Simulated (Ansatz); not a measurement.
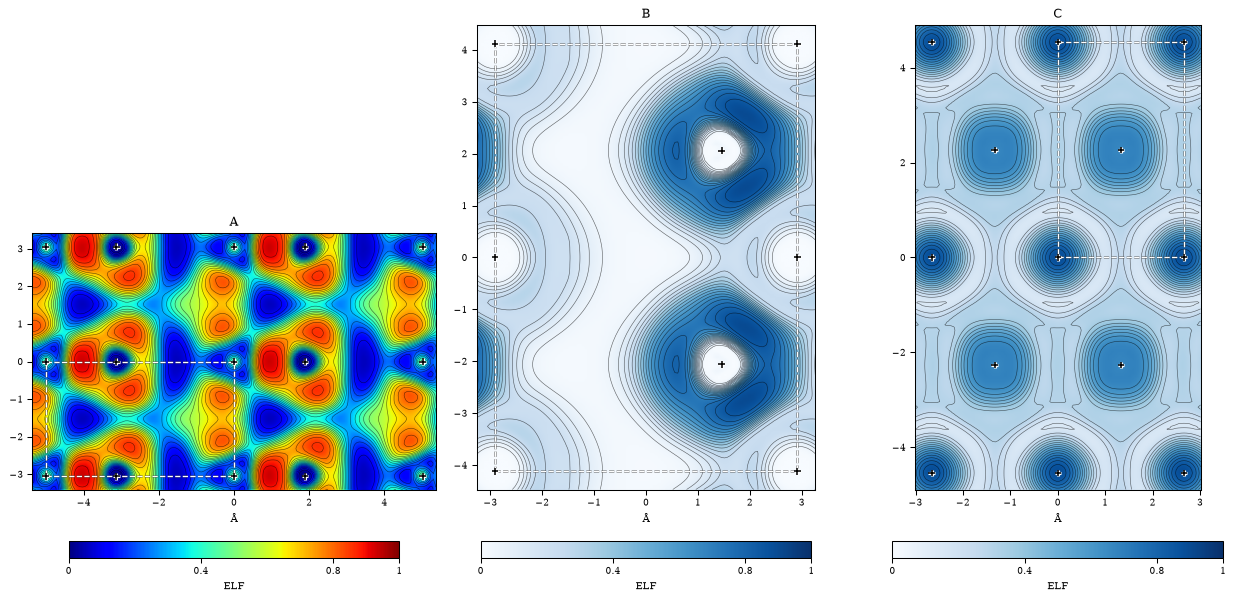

The ELF of 3 systems, each on a plane through atoms (crosses mark nuclei in the plane).

Computed with DFT, LDA, PAW with Ansatz's default frozen-core files, scalar-relativistic; relaxation of cell and atoms (Ansatz).

System 1: InP, the (101) plane of the conventional cell. Space group F-43m.

```yaml
crystal:
  lattice:
    - [5.82732, 0.00000, 0.00000]
    - [0.00000, 0.00000, -5.82732]
    - [0.00000, 5.82732, 0.00000]
  atoms:
    - { symbol: In, position: [0.50000, 0.50000, 0.00000] }
    - { symbol: In, position: [0.00000, 0.50000, 0.50000] }
    - { symbol: In, position: [0.00000, 0.00000, 0.00000] }
    - { symbol: In, position: [0.50000, 0.00000, 0.50000] }
    - { symbol: P, position: [0.75000, 0.75000, 0.25000] }
    - { symbol: P, position: [0.25000, 0.75000, 0.75000] }
    - { symbol: P, position: [0.25000, 0.25000, 0.25000] }
    - { symbol: P, position: [0.75000, 0.25000, 0.75000] }
```

System 2: SiC, the (11̄0) plane of the conventional cell. Space group P6₃mc.

System 3: FePt, the (011̄) plane of the conventional cell. Space group P4/mmm; spin-polarised.

```cif
data_structure
_symmetry_space_group_name_H-M 'P 1'
_symmetry_Int_Tables_number 1
_cell_length_a 2.6598
_cell_length_b 2.6598
_cell_length_c 3.6820
_cell_angle_alpha 90.000
_cell_angle_beta 90.000
_cell_angle_gamma 90.000
_cell_volume 26.05
loop_
_atom_site_label
_atom_site_type_symbol
_atom_site_fract_x
_atom_site_fract_y
_atom_site_fract_z
_atom_site_occupancy
Fe1 Fe 0.00000 0.00000 0.00000 1
Pt1 Pt 0.50000 0.50000 0.50000 1
```

Match each panel to its system.

Answer. Panel A is system 2, SiC: the plane holds Si and C. Si–C (1.88 Å): the ELF peaks at about 0.95 between the atoms: a shared electron pair. Panel B is system 1, InP: the plane holds In and P. In–P (2.52 Å): the ELF peaks at about 0.90 in the valence shell of P, 0.9 Å from its nucleus, and is about 0.55 at the midpoint. Panel C is system 3, FePt: the plane holds Fe and Pt. Fe–Pt (2.63 Å): the ELF is about 0.30 at the midpoint.
